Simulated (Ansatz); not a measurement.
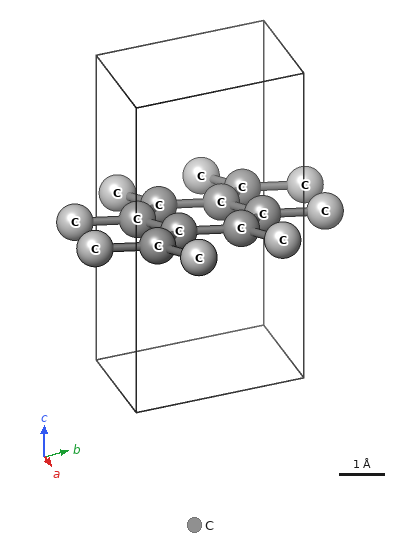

**Figure 1.** The structure (ball-and-stick view of the 2 × 2 repeat of the cell, with the vacuum cut short, seen slightly off an axis; neighbours outside the cell are drawn fainter). An atom can appear more than once, as a periodic image. Near neighbours in the periodic cell (some may lie outside the picture): C has 3 C at 1.42 Å.

# Single-point calculation of C

- system: C (P6/mmm, 2 atoms in the cell)
- method: DFT PBE+D3(BJ), scalar-relativistic, plane waves, PAW, spin-polarised (Ansatz 0.2.0)

The structure derives from a Materials Project entry.

**Log**
```
Engine: ansatz 0.2.0, x86_64-unknown-linux-gnu
Pseudopotentials: kind: paw
Pseudopotential: C, paw, valence charge 4, recommended cutoff 420 eV (normal), C.paw.azcp
Functional definition: PBE
  parameter kappa = 0.804
  parameter beta = 0.06672455060314922
  exchange = pbe_x(kappa = kappa, mu = beta*pi^2/3)
  correlation = pbe_c(beta = beta)
Crystal: 2 atoms, lattice volume = 44.533 Å³
Basis set: ecut = 420 eV, 839 PW (Γ), exchange–correlation on 36×36×120 points (8 copies of the dense FFT grid, shifted against one another)
Bands: 9, of which v1, the nominal top of the filled ones, is band 4 counted from 1 (3 counted from 0)
Symmetry: 24 space group operations
Space group: P6/mmm (ITA 191), of the structure as read, at distance tolerance 3.5e-5 Å
Magnetic group: BNS 191.233 (UNI 1463), of the structure as read, at distance tolerance 3.5e-5 Å
k-points: 38 of 288
Non-local potential: C, projectors of the file, l = 0: 2, l = 1: 2, l = 2: 1
PAW form: soft (Blöchl's): semilocal exchange-correlation on the pseudo side does not see the compensation charge
PAW one-centre angular grid: C, 110 points (default); XC on 64 Gauss nodes
Initial density: superposition of atomic densities (neutral atoms: chi_scale 0, normalization atom)
Starting moments: Σ|m| = 2 μB on 2 of 2 sites
Initial wavefunctions: pseudopotential atomic-orbital guess
Functional: x = pbe(κ = 0.804, μ = 0.2195149727645171), c = pbe(β = 0.06672455060314922)
SCF iter   1: F=—  HF=-502.409182 eV  |F-HF|=—  |Δ(HF+E_count)|=         —  Δρ=7.94e-2 (↑4.58e-2 ↓7.94e-2)  dr2=2.82e0  dr2_m=1.01e0  M=0.028 μB ∫|m|=0.052 μB  β_m=0.30  ethr=3.10e-3  ⟨swp⟩=6.1  Hψ=5088  notcnv=0
preconditioner: auto → none  [insulator: Δε(μ)=1.043 eV  Ē_g=19.570 eV  σ=0.100 eV  W_gap=1.00  n_scr=4 (ndim 8)  ℏωp=15.7 eV  f_vac=0.523  D(μ)=0.00/eV (n_scr^D=0)  ε∞_Penn≈1.6]
SCF iter   2: F=—  HF=-501.994016 eV  |F-HF|=—  |Δ(HF+E_count)|=   4.15e-1  Δρ=5.18e-2 (↑3.21e-2 ↓5.18e-2)  dr2=9.15e-1  dr2_m=5.01e-1  M=0.028 μB ∫|m|=0.041 μB  β_m=0.30  ethr=3.10e-3  ⟨swp⟩=2.7  Hψ=1885  notcnv=0  defer=73
SCF iter   3: F=—  HF=-501.864039 eV  |F-HF|=—  |Δ(HF+E_count)|=   1.30e-1  Δρ=2.55e-2 (↑2.55e-2 ↓2.44e-2)  dr2=1.56e-2  dr2_m=2.43e-1  M=0.028 μB ∫|m|=0.039 μB  β_m=0.30  ethr=3.10e-3  ⟨swp⟩=3.1  Hψ=1651  notcnv=0  defer=72
SCF iter   4: F=—  HF=-501.963167 eV  |F-HF|=—  |Δ(HF+E_count)|=   9.91e-2  Δρ=1.73e-2 (↑1.71e-2 ↓1.73e-2)  dr2=1.98e-3  dr2_m=1.19e-1  M=0.028 μB ∫|m|=0.035 μB  β_m=0.30  ethr=1.95e-4  ⟨swp⟩=1.7  Hψ=1330  notcnv=0  defer=68
SCF iter   5: F=—  HF=-502.011329 eV  |F-HF|=—  |Δ(HF+E_count)|=   4.82e-2  Δρ=1.20e-2 (↑1.20e-2 ↓1.20e-2)  dr2=1.33e-5  dr2_m=5.86e-2  M=0.028 μB ∫|m|=0.032 μB  β_m=0.30  ethr=2.47e-5  ⟨swp⟩=2.8  Hψ=992  notcnv=0  defer=69
SCF iter   6: F=—  HF=-502.034489 eV  |F-HF|=—  |Δ(HF+E_count)|=   2.32e-2  Δρ=8.46e-3 (↑8.46e-3 ↓8.43e-3)  dr2=4.13e-6  dr2_m=2.91e-2  M=0.027 μB ∫|m|=0.030 μB  β_m=0.30  ethr=1.66e-7  ⟨swp⟩=3.1  Hψ=1111  notcnv=0  defer=70
Mixer restart at iter 6: flushing history
spin-set hold released at iteration 6 (site moments contracting): the magnetisation degrees of freedom join the quasi-Newton model from the next iteration; the mixer history was flushed
SCF iter   7: F=—  HF=-502.045982 eV  |F-HF|=—  |Δ(HF+E_count)|=   1.15e-2  Δρ=5.99e-3 (↑5.99e-3 ↓5.98e-3)  dr2=2.10e-6  dr2_m=1.46e-2  M=0.025 μB ∫|m|=0.027 μB  β_m=0.65  ethr=5.17e-8  ⟨swp⟩=3.3  Hψ=1119  notcnv=0  defer=70
SCF iter   8: F=—  HF=-502.058090 eV  |F-HF|=—  |Δ(HF+E_count)|=   1.21e-2  Δρ=5.00e-4 (↑4.99e-4 ↓5.00e-4)  dr2=6.92e-9  dr2_m=1.02e-4  M=0.006 μB ∫|m|=0.007 μB  β_m=0.82  ethr=2.63e-8  ⟨swp⟩=3.5  Hψ=1464  notcnv=0  defer=71
SCF iter   9: F=—  HF=-502.058226 eV  |F-HF|=—  |Δ(HF+E_count)|=   1.36e-4  Δρ=1.82e-4 (↑1.82e-4 ↓1.82e-4)  dr2=3.38e-10  dr2_m=1.35e-5  M=0.002 μB ∫|m|=0.003 μB  β_m=0.91  ethr=8.64e-11  ⟨swp⟩=4.5  Hψ=1574  notcnv=0  defer=71
SCF iter  10: F=—  HF=-502.058250 eV  |F-HF|=—  |Δ(HF+E_count)|=   2.42e-5  Δρ=6.44e-6 (↑6.44e-6 ↓6.13e-6)  dr2=2.11e-10  dr2_m=1.61e-8  M=-0.000 μB ∫|m|=0.000 μB  β_m=0.96  ethr=4.23e-12  ⟨swp⟩=5.1  Hψ=1724  notcnv=0  defer=71
iter 11 did not close the SCF: its close was put off for a magnetic moment that had not settled (scf_convergence_deferred on its scf_iter line)
SCF iter  11: F=-502.058250 eV  HF=-502.058250 eV  |F-HF|=3.52e-10  |Δ(HF+E_count)|=   2.25e-8  Δρ=1.04e-6 (↑1.04e-6 ↓8.57e-7)  dr2=9.99e-11  dr2_m=3.54e-10  M=0.000 μB ∫|m|=0.000 μB  β_m=0.95  ethr=2.63e-12  ⟨swp⟩=6.9  Hψ=4457  notcnv=0
SCF iter  12: F=-502.058250 eV  HF=-502.058250 eV  |F-HF|=9.95e-12  |Δ(HF+E_count)|=  5.78e-10  Δρ=2.08e-7 (↑1.24e-7 ↓2.08e-7)  dr2=2.53e-11  dr2_m=7.51e-12  M=0.000 μB ∫|m|=0.000 μB  ethr=1.25e-12  ⟨swp⟩=1.0  Hψ=1936  notcnv=0
WARN: the starting moments were not kept: the SCF closed with an absolute magnetisation of 2.1e-6 μB, where they sum to 2 μB in size (2 sites). That is at most 0.1 of that sum. Measured as dr2_m measures the in/out step, that magnetisation stands 1.6e-12 eV from none, at or under the dr2_threshold of 1.0e-7 eV: it is no larger than a step whose dr2_m would equal this threshold. The system may hold no moment; this SCF shows only that its start led to no more than that. To try another start: raise the starting moments (crystal.atoms[].spin, magnetization.per_species, magnetization.initial_magnetization, or on a non-collinear deck that types none of these the spinor_matrix: blocks that start its atoms; where the total moment is fixed, keep their sum and leave initial_magnetization as it is; typed ones take the place of any that the run laid by itself, positive ones on a crystal's lanthanoids without a Hubbard term where scf.initial_density.shell_occupations: [] is typed) or, if the notice of its spin-set hold's release reads "site moments contracting" or "site moments show no strong build", lengthen the hold (scf.mixing.spin_hold: { on: { confirm: 4 } }; for m-r²SCAN on two components see the key's manual first). Each may lead to a state that holds a moment. A second SCF, from the converged charge density, with the starting moments and any scf.initial_density.shell_occupations laid on it anew, would have followed, and was not run: the deck does not ask for one (magnetization.retry_lost_moments is false, the default). To let it run, set magnetization.retry_lost_moments: true and run the deck again, where that key's refused combinations let it; where memory then withholds it, that run's warning says so.
SCF 1 converged in 12 iterations: F = -502.058250 eV  dr2 = 2.53e-11
  greatest PAW one-centre occupation: 0.675 electrons in one spin orbital (limit 2), on the C atom at site 1 (counted from 0), in its partial waves of l = 0
```

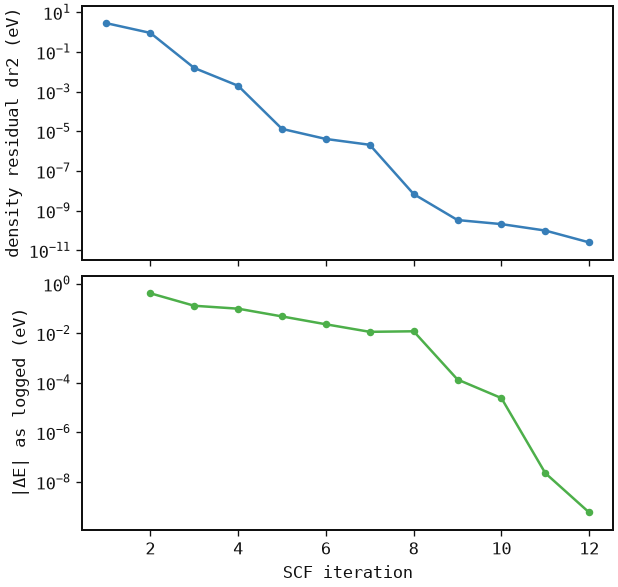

**Figure 2.** Convergence of the self-consistent field: density residual dr2 and size of the energy change against the SCF iteration. The residual falls at every step.

```
SCF converged after 12 iterations
Magnetization: 0.0000 μB (4.0000 up, 4.0000 down)
Absolute magnetization: 0.0000 μB (∫|ρ↑−ρ↓|, with the PAW one-centre terms)
Spin contamination: 0.0000 ħ² per cell (⟨S²⟩ above its minimum at these occupations)
Per-site moments (μB) at R_I (Å): [(3.5018108659214416e-7, 0.5849540830351), (3.5018108659226185e-7, 0.5849540830351)]
Free energy (F): -502.058250 eV
Harris-Foulkes:  -502.058250 eV  (|F-HF|=9.95e-12)
Internal energy: -502.056683 eV  (E = F + TS)
E sigma→0 (E₀):  -502.057466 eV
Entropy (-TS):   -0.001567 eV (-0.784 meV/atom)
Fermi energy:    0.242010 eV
--- Per-component energies (eV) ---
  E_band       = -71.623237
  E_kinetic    = 182.355529
  E_local      = -1206.914795  (includes V_loc(G=0)·N_el)
  E_nonlocal   = 54.755901
  E_hartree    = 515.428102
  E_xc         = -96.113278
  E_vxc        = -118.991394  (∫ρ·V_xc dr)
  E_paw        = -198.751393  (= ΣΔE_a)
  E_vpaw       = -13.684540  (= ΣTr[D̂ρ^β])
  E_aug_tail   = 0.000015  (compensation charges beyond the density's cutoff)
  E_ewald      = 247.364256
  E_disp       = -0.181020  (pairwise vdW)
  E_smearing   = -0.001567  (= −TS)
  E_closure    = 0.000000  (closes the sum)
  Σ components = -502.058250   (vs F -502.058250, Δ=0.00e0)
--- Forces (eV/Å), atoms counted from 1 ---
  atom   1  C     -0.00000000    -0.00000000     0.00000000
  atom   2  C      0.00000000     0.00000000     0.00000000
  max |Σ_I F_I| component: 7.40e-17 eV/Å
--- Stress (GPa, compression-positive) ---
        2.017513      -0.000000       0.000000
        0.000000       2.017513       0.000000
        0.000000       0.000000      -0.053652
  P = ⅓ Tr σ = 1.3271 GPa (13.271 kbar)
--- Band table (eV; the first three rows and the last of 76) ---
  k-point 0 ↑: bands = ["-19.3772", "-7.4600", "-2.8017", "-2.8017", "3.1915", "5.5085", "7.1999", "8.6453", "8.6453"]
  k-point 1 ↑: bands = ["-19.3772", "-7.4602", "-2.8021", "-2.8021", "3.9284", "3.9770", "8.6454", "8.6454", "9.1934"]
  k-point 2 ↑: bands = ["-19.2122", "-7.2621", "-3.4561", "-3.1447", "3.4168", "5.7287", "7.4125", "8.7234", "9.3466"]
  k-point 37 ↓: bands = ["-12.3993", "-12.3993", "-10.4153", "0.2419", "0.2419", "10.8563", "13.2822", "13.2822", "13.9421"]
--- Löwdin populations: 2 sites ---
  site symbol       q [e]    m [muB]
     0      C      3.9571     0.0000
     1      C      3.9571     0.0000
  spilling = 0.010732 (of n_electrons = 8.000000)
```

**File populations.tsv**
```
# site	symbol	l	j	q_up	q_dn
# orbitals = lowdin
# n_electrons = 8.000000
# spilling = 0.010732
0	C	0_2S	-	0.452256	0.452256
0	C	1_2P	-	1.526280	1.526279
1	C	0_2S	-	0.452256	0.452256
1	C	1_2P	-	1.526280	1.526279
```

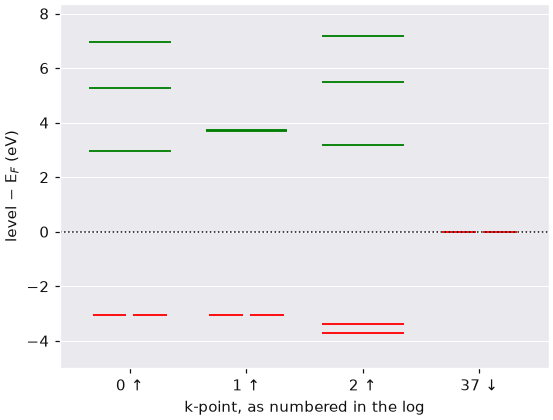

**Figure 3.** Kohn–Sham levels near the Fermi level (dotted) at the few k-points that the log prints; levels within 0.02 eV of each other stand side by side. The system is metallic on the full mesh.

The run was set up as follows.

**Input**
```yaml
crystal:
  lattice:
    - [2.4561701622, 0.0, 0.0]
    - [-1.2280850811, 2.1271057565, 0.0]
    - [0.0, 0.0, 8.52380336]
  atoms:
    - { symbol: C, position: [0.33333333, 0.66666667, 0.0], spin: 1.0 }
    - { symbol: C, position: [0.66666667, 0.33333333, 0.0], spin: 1.0 }
basis:
  ecutwfc: 420
kpoints:
  mp_grid: { grid: [12, 12, 2] }
hamiltonian:
  xc: pbe
  dispersion: d3bj
scf:
  occupations: { method: gaussian, width: 0.1 }
  lower_state_search: "off"
output:
  forces: true
  stress: true
  eigenvalues: true
  populations: true
magnetization:
  spin_polarized: true
```

Run as:
```bash
ansatz run input.yaml --threads 2 --pin off --max-ram 5120MiB --backend cpu --events-out ev --progress --plain --runs-dir out
```

**Key numbers**

| quantity | value |
| --- | --- |
| outcome | converged |
| space group (tolerance 0.01 Å) | P6/mmm (191) |
| electrons treated | 8 |
| free energy | −502.0582 eV |
| Fermi energy | 0.242 eV |
| gap on the k-point mesh | none (metallic) |
| net moment of the cell | 0.00 μB |
| integrated absolute moment | 0.00 μB |
| pressure | 1.33 GPa |
| largest force (length of the vector) | under 0.001 eV/Å |
| hardware | 2 threads of Intel Xeon (Sapphire Rapids), 192 GiB of memory available, shared host |
| wall time | 2 s (CPU time 3.3 s) |
| peak memory | 0.34 GiB |

**Notes**

Warnings of the run: some starting moments were not kept.
